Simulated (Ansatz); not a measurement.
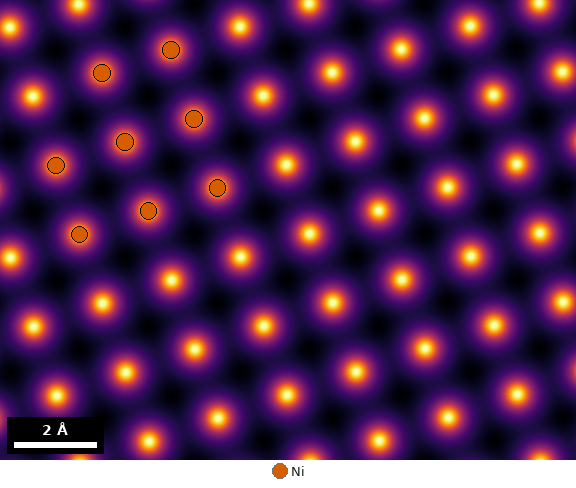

Map of the projected electrostatic potential of Ni (Fd-3m, No. 227) along [001]. Computed as the sum of neutral-atom potentials (tabulated electron scattering factors, B = 0.3 Å²) projected along the beam and smoothed by 0.25 Å; brighter is more positive. The display is stretched by a gamma of 0.6; percentages refer to the linear signal. Structure used: the end point of a relaxation with DFT PBEsol, scalar-relativistic, plane waves, PAW in Ansatz; the starting structure was generated, so it need not be a known form of this composition.

Coloured dots in one corner mark the columns of the model.

### What can be read from this image?

The columns repeat on a square net with a repeat of 1.77 Å (plane group p4mm). All columns are alike (Ni). The shortest distance between visible columns is 1.77 Å in projection. Along the beam the structure repeats every 5.01 Å.
